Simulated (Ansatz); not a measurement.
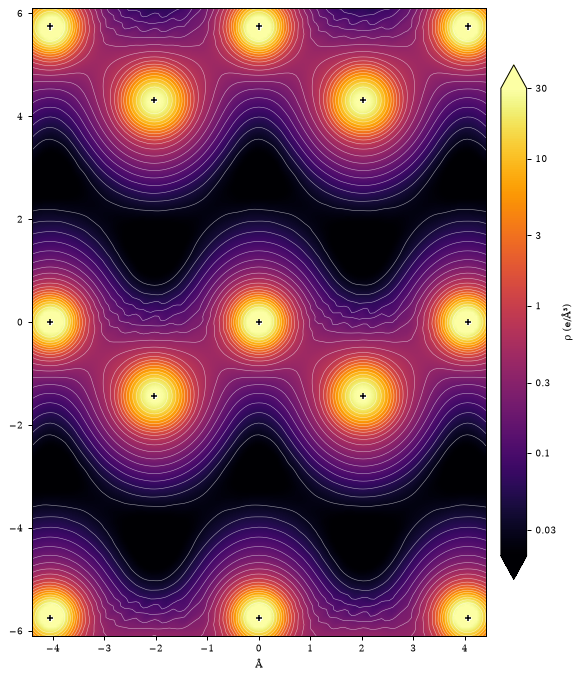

The valence pseudo-density on a plane through atoms (crosses mark nuclei in the plane).

Computed with DFT PBE, scalar-relativistic, plane waves, PAW in Ansatz.

Candidates:
A. Cu, a = 3.63 Å, b = 3.63 Å, c = 3.63 Å, α = 90.00°, β = 90.00°, γ = 90.00°. Space group Fm-3m; computed without spin polarisation.
B. GaAs, a = 8.13 Å, b = 8.13 Å, c = 8.13 Å, α = 60.00°, β = 60.00°, γ = 60.00°. Space group F-43m.
C. Al₂O₃, a = 4.81 Å, b = 4.81 Å, c = 13.12 Å, α = 90.00°, β = 90.00°, γ = 120.00°. Space group R-3c.

Question: Which system is this?

Answer: Candidate B: GaAs on the (101̄) plane of the calculation cell, which holds Ga and As. Ga–As (2.49 Å): ρ is about 0.47 e/Å³ halfway.
